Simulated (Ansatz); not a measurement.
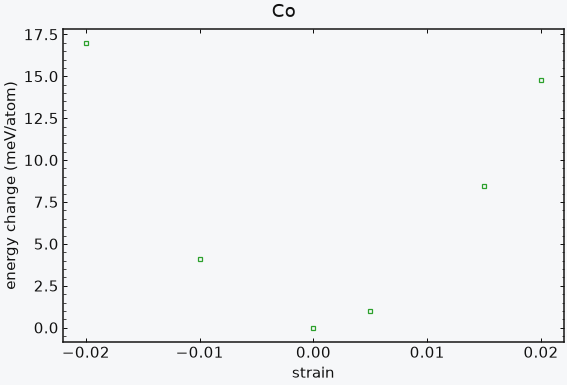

The picture above shows the energy change against strain for Co, space group P6_3/mmc (No. 194).

Structure:
```xyz
2
Lattice="2.4564 0.0000 0.0000 -1.2282 2.1273 0.0000 0.0000 0.0000 3.9695" Properties=species:S:1:pos:R:3 pbc="T T T"
Co    1.2282    0.7091    0.9924
Co    0.0000    1.4182    2.9771
```

Method: homogeneous strain of a crystal along one Voigt pattern with engineering shear, fractional coordinates fixed, by plane-wave density functional theory with PAW datasets, free energies less that of the undisturbed cell, pressure positive in compression; scalar-relativistic (Ansatz 0.2.0). Level: PBEsol, collinear spin.

- wave cutoff: 420 eV
- k mesh: 30×30×16
- occupations: Gaussian
- smearing width: 0.15 eV
- k shift: (0, 0, 0) (mesh steps)
- start: relaxed
- strain pattern: (1, 1, 0, 0, 0, 0) (xx yy zz yz xz xy with engineering shear)

From this curve and the settings, what does the calculation give for the tensile stress summed over the strain pattern, pressure and total moment at the same points?

The tensile stress summed over the strain pattern rises from −27.7 GPa at strain −0.020 to 21.5 GPa at 0.020, and changes sign near 0.000. The pressure falls from 11.2 GPa at strain −0.020 to −8.8 GPa at 0.020, and changes sign near 0.000. The total moment rises from 3.098 μB/cell at strain −0.020 to 3.192 μB/cell at 0.020.

```tsv
strain	tensile stress summed over the strain pattern (GPa)	pressure (GPa)	total moment (μB/cell)
-0.020	-27.7	11.2	3.098
-0.010	-13.0	5.3	3.121
0.000	0.0	0.0	3.143
0.005	5.9	-2.4	3.154
0.015	16.7	-6.8	3.178
0.020	21.5	-8.8	3.192
```

Note: state may not be the lowest.
